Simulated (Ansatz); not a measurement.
Single-point calculation, with input and output: InP (part 1 of 2)

The run: single-point calculation of InP (32 atoms in the cell). Method and program: DFT PBE, scalar-relativistic, plane waves, PAW, no spin polarisation (Ansatz 0.2.0).

The structure derives from a Materials Project entry. It belongs to a series of runs on one base structure; here: the perfect crystal in a cell of 32 atoms.

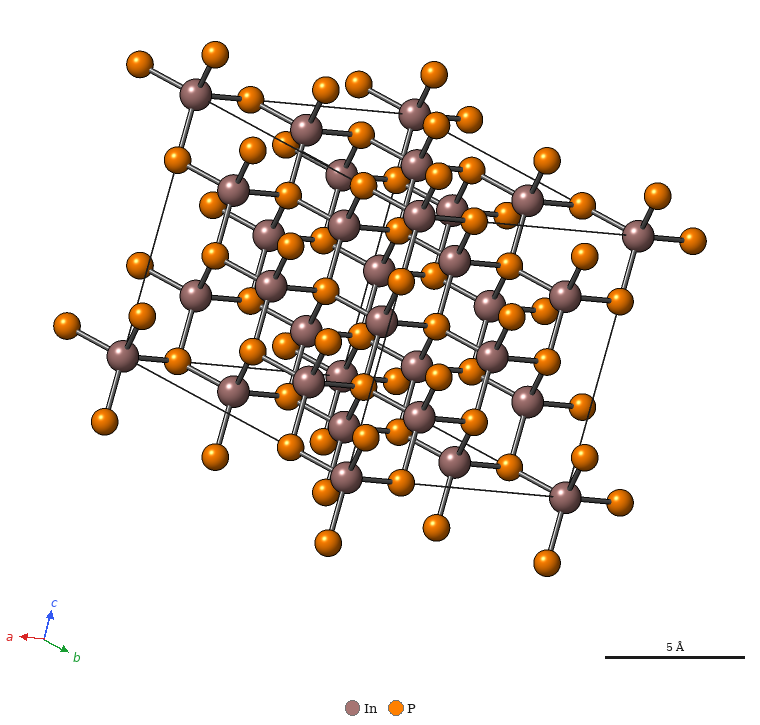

**Figure 1.** The input geometry (ball-and-stick view of the cell of the calculation, seen at an oblique angle; bonded neighbours outside the cell are drawn too).

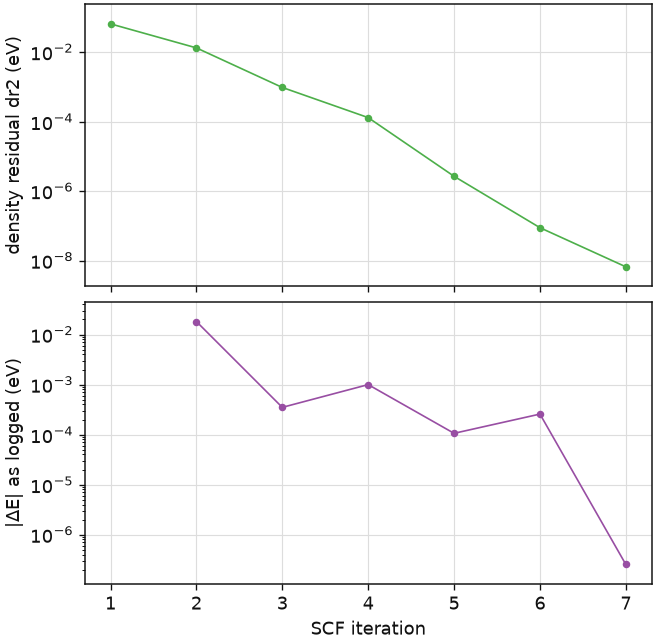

**Figure 2.** Convergence of the self-consistent field: density residual dr2 and size of the energy change against the SCF iteration. The residual falls at every step.

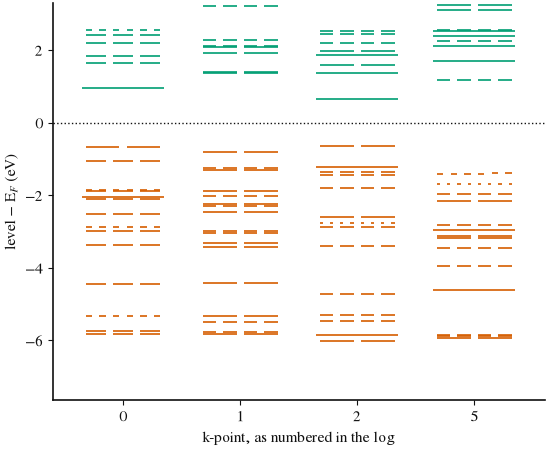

**Figure 3.** Kohn–Sham levels near the Fermi level (dotted) at the few k-points that the log prints; levels within 0.02 eV of each other stand side by side. Among these points the highest filled and lowest empty levels are 1.28 eV apart, which is the gap on the mesh.

The input and output of the run follow.

**The input**
```yaml
crystal:
  lattice:
    - [-5.9597880289, 5.9597880289, 5.9597880289]
    - [5.9597880289, -5.9597880289, 5.9597880289]
    - [5.9597880289, 5.9597880289, -5.9597880289]
  atoms:
    - { symbol: In, position: [0.5, 0.5, 0.0] }
    - { symbol: In, position: [0.5, 0.75, 0.75] }
    - { symbol: In, position: [0.5, 0.0, 0.5] }
    - { symbol: In, position: [0.75, 0.25, 0.0] }
    - { symbol: In, position: [0.5, 0.25, 0.25] }
    - { symbol: In, position: [0.75, 0.5, 0.75] }
    - { symbol: In, position: [0.75, 0.75, 0.5] }
    - { symbol: In, position: [0.0, 0.0, 0.0] }
    - { symbol: In, position: [0.75, 0.0, 0.25] }
    - { symbol: In, position: [0.0, 0.25, 0.75] }
    - { symbol: In, position: [0.0, 0.5, 0.5] }
    - { symbol: In, position: [0.25, 0.75, 0.0] }
    - { symbol: In, position: [0.0, 0.75, 0.25] }
    - { symbol: In, position: [0.25, 0.0, 0.75] }
    - { symbol: In, position: [0.25, 0.25, 0.5] }
    - { symbol: In, position: [0.25, 0.5, 0.25] }
    - { symbol: P, position: [0.25, 0.5, 0.0] }
    - { symbol: P, position: [0.25, 0.75, 0.75] }
    - { symbol: P, position: [0.25, 0.0, 0.5] }
    - { symbol: P, position: [0.5, 0.25, 0.0] }
    - { symbol: P, position: [0.25, 0.25, 0.25] }
    - { symbol: P, position: [0.5, 0.5, 0.75] }
    - { symbol: P, position: [0.5, 0.75, 0.5] }
    - { symbol: P, position: [0.75, 0.0, 0.0] }
    - { symbol: P, position: [0.5, 0.0, 0.25] }
    - { symbol: P, position: [0.75, 0.25, 0.75] }
    - { symbol: P, position: [0.75, 0.5, 0.5] }
    - { symbol: P, position: [0.0, 0.75, 0.0] }
    - { symbol: P, position: [0.75, 0.75, 0.25] }
    - { symbol: P, position: [0.0, 0.0, 0.75] }
    - { symbol: P, position: [0.0, 0.25, 0.5] }
    - { symbol: P, position: [0.0, 0.5, 0.25] }
basis:
  ecutwfc: 420
  xc_grid: 2
kpoints:
  mp_grid: { grid: [4, 4, 4], shift: [0.5, 0.5, 0.5] }
hamiltonian:
  xc: pbe
scf:
  occupations: { method: gaussian, width: 0.02 }
output:
  forces: true
  stress: true
  eigenvalues: true
```

Launched with:
```bash
ansatz run input.yaml --threads 4 --pin off --max-ram 8192MiB --backend cpu --events-out ev --progress --plain --runs-dir out
```

**What the program printed**
```
Engine: ansatz 0.2.0, aarch64-unknown-linux-gnu
Pseudopotentials: kind: paw
Pseudopotential: In, paw, valence charge 13, recommended cutoff 420 eV (normal), In.paw.azcp
Pseudopotential: P, paw, valence charge 5, recommended cutoff 420 eV (normal), P.paw.azcp
Functional definition: PBE
  parameter kappa = 0.804
  parameter beta = 0.06672455060314922
  exchange = pbe_x(kappa = kappa, mu = beta*pi^2/3)
  correlation = pbe_c(beta = beta)
Crystal: 32 atoms, lattice volume = 846.745 Å³
Basis set: ecut = 420 eV, 16487 PW (Γ), exchange–correlation on 144×144×144 points (8 copies of the dense FFT grid, shifted against one another)
Bands: 176, of which v1, the nominal top of the filled ones, is band 144 counted from 1 (143 counted from 0)
Symmetry: 384 space group operations
Space group: F-43m (ITA 216), of the structure as read, at distance tolerance 9.5e-5 Å
k-points: 6 of 64 (time reversal used)
Non-local potential: In, projectors of the file, l = 0: 2, l = 1: 2, l = 2: 2, l = 3: 2
Non-local potential: P, projectors of the file, l = 0: 2, l = 1: 2, l = 2: 2
PAW form: soft (Blöchl's): semilocal exchange-correlation on the pseudo side does not see the compensation charge
PAW one-centre angular grid: In, 590 points (default); XC on 64 Gauss nodes
PAW one-centre angular grid: P, 110 points (default); XC on 64 Gauss nodes
Initial density: superposition of atomic densities (neutral atoms: chi_scale 0, normalization atom), corrected by the library's trained network
Initial wavefunctions: pseudopotential atomic-orbital guess
Functional: x = pbe(κ = 0.804, μ = 0.2195149727645171), c = pbe(β = 0.06672455060314922)
SCF iter   1: F=—  HF=-101664.162617 eV  |F-HF|=—  |Δ(HF+E_count)|=         —  Δρ=1.84e-3  dr2=6.49e-2  ethr=1.77e-3  ⟨swp⟩=8.0  Hψ=4718  notcnv=0  defer=37
preconditioner: auto → Resta (q_TF=auto, 2.279 Å⁻¹)  ε∞=3.7  [insulator: Δε(μ)=1.271 eV  Ē_g=13.122 eV  σ=0.020 eV  W_gap=1.00  n_scr=176 (ndim 8)  ℏωp=21.7 eV  f_vac=0.030  D(μ)=0.00/eV (n_scr^D=0)  ε∞_Penn≈3.7]
SCF iter   2: F=—  HF=-101664.144393 eV  |F-HF|=—  |Δ(HF+E_count)|=   1.82e-2  Δρ=8.64e-4  dr2=1.32e-2  ethr=2.25e-5  ⟨swp⟩=2.8  Hψ=1985  notcnv=0  defer=165
SCF iter   3: F=—  HF=-101664.144742 eV  |F-HF|=—  |Δ(HF+E_count)|=   3.50e-4  Δρ=2.57e-4  dr2=9.60e-4  ethr=4.58e-6  ⟨swp⟩=2.0  Hψ=1277  notcnv=0  defer=105
automatic band count: iteration 3 solves 166 bands in place of 176: the levels show a gap, and the empty bands left out lie too high to hold charge; the band table lists the bands solved (type scf.n_extra_bands for more)
SCF iter   4: F=—  HF=-101664.145740 eV  |F-HF|=—  |Δ(HF+E_count)|=   9.98e-4  Δρ=8.70e-5  dr2=1.30e-4  ethr=3.33e-7  ⟨swp⟩=2.0  Hψ=1273  notcnv=0  defer=105
SCF iter   5: F=—  HF=-101664.145846 eV  |F-HF|=—  |Δ(HF+E_count)|=   1.06e-4  Δρ=1.95e-5  dr2=2.66e-6  ethr=4.51e-8  ⟨swp⟩=2.2  Hψ=1671  notcnv=0  defer=105
SCF iter   6: F=—  HF=-101664.145590 eV  |F-HF|=—  |Δ(HF+E_count)|=   2.57e-4  Δρ=3.36e-6  dr2=8.82e-8  ethr=3.47e-11  ⟨swp⟩=11.5  Hψ=5263  notcnv=0
SCF iter   7: F=-101664.145590 eV  HF=-101664.145590 eV  |F-HF|=9.11e-9  |Δ(HF+E_count)|=   2.53e-7  Δρ=6.48e-7  dr2=6.60e-9  ethr=3.06e-11  ⟨swp⟩=2.2  Hψ=3161  notcnv=0
SCF 1 converged in 7 iterations: F = -101664.145590 eV  dr2 = 6.60e-9
  greatest PAW one-centre occupation: 0.981 electrons in one spin orbital (limit 2), on the In atom at site 15 (counted from 0), in its partial waves of l = 2
SCF converged after 7 iterations
Free energy (F): -101664.145590 eV
Harris-Foulkes:  -101664.145590 eV  (|F-HF|=9.11e-9)
Internal energy: -101664.145590 eV  (E = F + TS)
E sigma→0 (E₀):  -101664.145590 eV
Fermi energy:    6.878910 eV
--- Per-component energies (eV) ---
  E_band       = -979.491380
  E_kinetic    = 4994.954009
  E_local      = -22854.064569  (includes V_loc(G=0)·N_el)
  E_nonlocal   = 6420.615728
  E_hartree    = 8999.890550
  E_xc         = -4416.001258
  E_vxc        = -2544.989512  (∫ρ·V_xc dr)
  E_paw        = -75601.954644  (= ΣΔE_a)
  E_vpaw       = -4995.784108  (= ΣTr[D̂ρ^β])
  E_aug_tail   = 0.000452  (compensation charges beyond the density's cutoff)
  E_ewald      = -19207.585858
  E_smearing   = -0.000000  (= −TS)
  E_closure    = -0.000000  (closes the sum)
  Σ components = -101664.145590   (vs F -101664.145590, Δ=0.00e0)
--- Forces (eV/Å), atoms counted from 1 ---
  atom   1  In    -0.00000000     0.00000000    -0.00000000
  atom   2  In    -0.00000000    -0.00000000    -0.00000000
  atom   3  In    -0.00000000    -0.00000000    -0.00000000
  atom   4  In    -0.00000000     0.00000000    -0.00000000
  atom   5  In    -0.00000000     0.00000000    -0.00000000
  atom   6  In    -0.00000000     0.00000000    -0.00000000
  atom   7  In    -0.00000000    -0.00000000    -0.00000000
  atom   8  In    -0.00000000     0.00000000     0.00000000
  atom   9  In    -0.00000000     0.00000000    -0.00000000
  atom  10  In    -0.00000000    -0.00000000     0.00000000
  atom  11  In    -0.00000000     0.00000000    -0.00000000
  atom  12  In    -0.00000000     0.00000000     0.00000000
  atom  13  In    -0.00000000     0.00000000     0.00000000
  atom  14  In    -0.00000000     0.00000000     0.00000000
  atom  15  In    -0.00000000     0.00000000     0.00000000
  atom  16  In    -0.00000000     0.00000000     0.00000000
  atom  17  P      0.00000000    -0.00000000     0.00000000
  atom  18  P      0.00000000     0.00000000     0.00000000
  atom  19  P      0.00000000     0.00000000     0.00000000
  atom  20  P      0.00000000    -0.00000000    -0.00000000
  atom  21  P      0.00000000     0.00000000     0.00000000
  atom  22  P      0.00000000    -0.00000000    -0.00000000
  atom  23  P      0.00000000    -0.00000000    -0.00000000
  atom  24  P      0.00000000     0.00000000    -0.00000000
  atom  25  P      0.00000000    -0.00000000    -0.00000000
  atom  26  P      0.00000000     0.00000000    -0.00000000
  atom  27  P      0.00000000     0.00000000    -0.00000000
  atom  28  P      0.00000000    -0.00000000     0.00000000
  atom  29  P      0.00000000     0.00000000    -0.00000000
  atom  30  P      0.00000000    -0.00000000     0.00000000
  atom  31  P      0.00000000     0.00000000     0.00000000
  atom  32  P      0.00000000    -0.00000000     0.00000000
  max |Σ_I F_I| component: 3.13e-17 eV/Å
--- Stress (GPa, compression-positive) ---
       -0.000965      -0.000000      -0.000000
       -0.000000      -0.000965       0.000000
        0.000000      -0.000000      -0.000965
  P = ⅓ Tr σ = -0.0010 GPa (-0.010 kbar)
--- Band table (eV; the first three rows and the last of 6) ---
```
